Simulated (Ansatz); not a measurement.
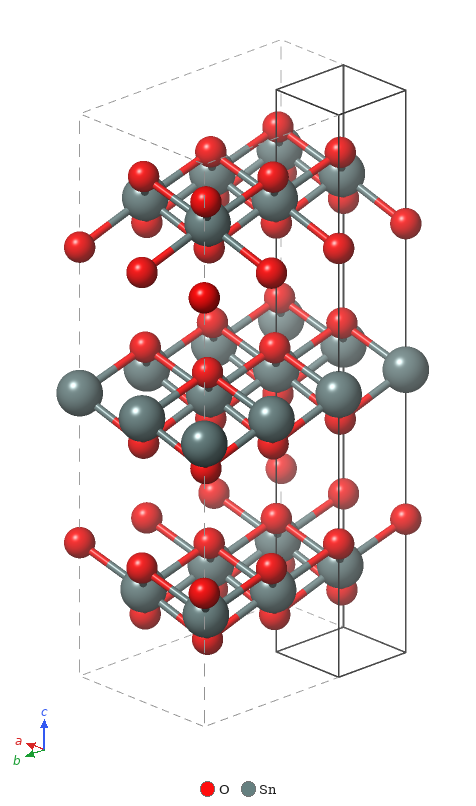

A ball-and-stick rendering, viewed from a general direction. The structure is repeated 2×3×1 times; solid lines mark one drawn cell (a repeat of the simulation cell). Cell: a = 3.234 Å, b = 3.234 Å, c = 14.402 Å, α = 90.00°, β = 90.00°, γ = 120.00°.

Chemical formula SnO₂. Strictly the space group is R3m (No. 160, within 0.01 Å). It is a distorted form of a rhombohedral (trigonal R) structure, space group R-3m (No. 166) within 0.25 Å: cadmium chloride (CdCl₂) type. Atoms per cell: 9 (3 Sn, 6 O). O bonds to three Sn in a trigonal pyramidal arrangement at about 2.1 Å. Sn is coordinated by six O in a distorted octahedral arrangement at about 2.1 Å. The bonds build SnO2 layers parallel to (001).

The cell started as a structure listed in the Materials Project. The cell was then strained or its atoms displaced on purpose. Ansatz was used for an electronic-structure calculation on it.

At this level of theory the cell isn't at rest (forces up to 0.9 eV/Å), so its distances can differ from those at equilibrium, the more so the softer the solid.
